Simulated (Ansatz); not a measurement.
## O: 7 runs along one coordinate

System: O (4 atoms in the cell).
Method: Kohn-Sham DFT of a periodic cell, PBE, Ansatz PAW, no spin polarisation (Ansatz 0.2.0).

The 7 runs differ only in the geometry, by an even scaling of the cell at fixed fractional positions. The structure derives from a Materials Project entry.

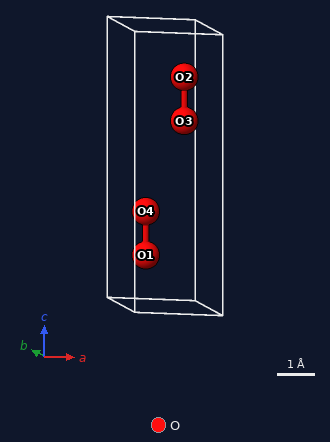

Figure 1. The structure of run 4 (ball-and-stick view of the cell of the calculation, seen slightly off an axis; atoms are numbered from 1 in the order of the input).

## Input of run 4
```yaml
crystal:
  lattice:
    - [2.4581945932, 0.0, 0.0]
    - [-1.2290972966, 2.1288589651, 0.0]
    - [0.0, 0.0, 7.80732624]
  atoms:
    - { symbol: O, position: [0.3333333333, 0.6666666667, 0.17189669] }
    - { symbol: O, position: [0.6666666667, 0.3333333333, 0.82810331] }
    - { symbol: O, position: [0.6666666667, 0.3333333333, 0.67189669] }
    - { symbol: O, position: [0.3333333333, 0.6666666667, 0.32810331] }
hamiltonian:
  xc: pbe
  pseudopotentials: { kind: paw }
kpoints:
  mp_grid: { grid: [12, 12, 4] }
scf:
  occupations: { method: fermi_dirac, width: 0.05 }
output:
  forces: true
  stress: true
  eigenvalues: true
```

Command:
```bash
ansatz run input.yaml --threads 2 --pin off --max-ram 5120MiB --backend cpu --events-out ev --progress --plain --runs-dir out
```

Run 5 differs from it as follows:
```diff
-    - [2.4581945932, 0.0, 0.0]
-    - [-1.2290972966, 2.1288589651, 0.0]
-    - [0.0, 0.0, 7.80732624]
+    - [2.474474502, 0.0, 0.0]
+    - [-1.237237251, 2.1429577797, 0.0]
+    - [0.0, 0.0, 7.8590318941]
```

## Results, with one run withheld

```csv
run,volume per atom (Å³),"free energy per atom, from the lowest run given (meV)",pressure (GPa)
1,9.601,27.03,11.80
2,9.806,14.17,8.41
3,10.010,5.48,5.36
4,10.214,0.37,2.62
5,10.419,?,?
6,10.623,0.00,−2.12
7,10.827,3.97,−4.14
```

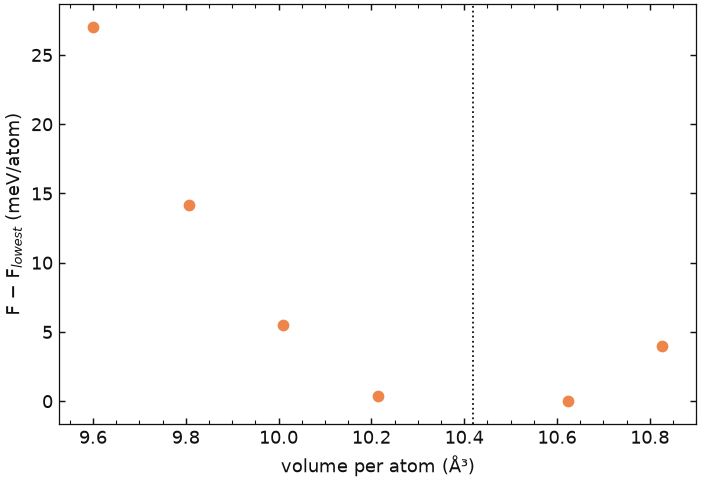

Figure 2. Free energy per atom of the runs given; the dotted line marks run 5.

Fit the runs given and predict run 5.

A cubic polynomial in V^(−2/3) (the Birch–Murnaghan form), fitted to the 6 runs given, misses them by at most 0.04 meV per atom. With x = V^(−2/3) − 0.21311 Å⁻², it reads F = 1.31 + 1451.9 x + 2.0055e+05 x² + 68516 x³ (meV per atom). At run 5 it gives −1.32 meV per atom, and the run itself gives −1.39. The slope of the fit gives a pressure −dF/dV of 0.12 GPa there, and the run prints 0.13 GPa. The fit has its minimum at 10.430 Å³ per atom, where V d²F/dV² gives 120 GPa. Cell shape and fractional positions are held, so this is the stiffness under even scaling; the relaxed bulk modulus wasn't computed and can be far lower in a crystal of layers, chains or molecules like this one.

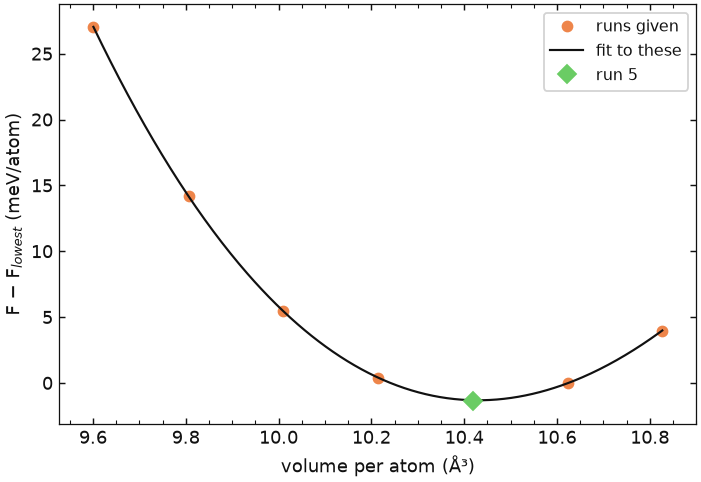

Figure 3. The fit and the withheld run.

## Output, shortened to warnings, some set-up lines, iterations and results (run 5)
```
Basis set: ecut = 420 eV, 777 PW (Γ), exchange–correlation on 36×36×108 points (8 copies of the dense FFT grid, shifted against one another)
Symmetry: 24 space group operations
k-points: 57 of 576
Initial density: superposition of atomic densities (neutral atoms: chi_scale 0, normalization atom), corrected by the library's trained network
[...]
SCF iter   1: F=—  HF=-2259.390726 eV  |F-HF|=—  |Δ(HF+E_count)|=         —  Δρ=7.42e-3  dr2=1.23e-2  ethr=1.77e-3  ⟨swp⟩=5.5  Hψ=4156  notcnv=0
SCF iter   2: F=—  HF=-2259.392481 eV  |F-HF|=—  |Δ(HF+E_count)|=   1.75e-3  Δρ=2.20e-3  dr2=8.95e-4  ethr=5.12e-5  ⟨swp⟩=2.1  Hψ=2171  notcnv=0
SCF iter   3: F=—  HF=-2259.392857 eV  |F-HF|=—  |Δ(HF+E_count)|=   3.76e-4  Δρ=8.09e-4  dr2=1.56e-4  ethr=3.73e-6  ⟨swp⟩=2.0  Hψ=1446  notcnv=0
SCF iter   4: F=—  HF=-2259.392823 eV  |F-HF|=—  |Δ(HF+E_count)|=   3.46e-5  Δρ=1.04e-4  dr2=3.58e-6  ethr=6.48e-7  ⟨swp⟩=2.1  Hψ=1444  notcnv=0
SCF iter   5: F=—  HF=-2259.392909 eV  |F-HF|=—  |Δ(HF+E_count)|=   8.65e-5  Δρ=1.38e-5  dr2=2.51e-8  ethr=1.49e-8  ⟨swp⟩=2.1  Hψ=1518  notcnv=0
SCF iter   6: F=-2259.392909 eV  HF=-2259.392909 eV  |F-HF|=2.00e-10  |Δ(HF+E_count)|=   7.99e-8  Δρ=1.38e-6  dr2=3.44e-10  ethr=1.05e-10  ⟨swp⟩=1.9  Hψ=2990  notcnv=0
SCF 1 converged in 6 iterations: F = -2259.392909 eV  dr2 = 3.44e-10
SCF converged after 6 iterations
Free energy (F): -2259.392909 eV
Harris-Foulkes:  -2259.392909 eV  (|F-HF|=2.00e-10)
Internal energy: -2259.371684 eV  (E = F + TS)
E sigma→0 (E₀):  -2259.382297 eV
Entropy (-TS):   -0.021225 eV (-5.306 meV/atom)
Fermi energy:    3.360695 eV
--- Per-component energies (eV) ---
  E_band       = -172.288379
  E_kinetic    = 683.913615
  E_local      = -1655.075184  (includes V_loc(G=0)·N_el)
  E_nonlocal   = 193.074437
  E_hartree    = 554.843433
  E_xc         = -287.989472
  E_vxc        = -366.949983  (∫ρ·V_xc dr)
  E_paw        = -627.116927  (= ΣΔE_a)
  E_vpaw       = -136.947259  (= ΣTr[D̂ρ^β])
  E_aug_tail   = 0.008973  (compensation charges beyond the density's cutoff)
  E_ewald      = -1121.030559
  E_smearing   = -0.021225  (= −TS)
  E_closure    = -0.000000  (closes the sum)
  Σ components = -2259.392909   (vs F -2259.392909, Δ=0.00e0)
--- Forces (eV/Å), atoms counted from 1 ---
  atom   1  O     -0.00000000     0.00000000     1.05646236
  atom   2  O      0.00000000    -0.00000000    -1.05646236
  atom   3  O      0.00000000    -0.00000000     1.05646236
  atom   4  O     -0.00000000     0.00000000    -1.05646236
  max |Σ_I F_I| component: 1.45e-19 eV/Å
--- Stress (GPa, compression-positive) ---
        3.762325       0.000000       0.000000
       -0.000000       3.762325       0.000000
        0.000000       0.000000      -7.143838
  P = ⅓ Tr σ = 0.1269 GPa (1.269 kbar)
```
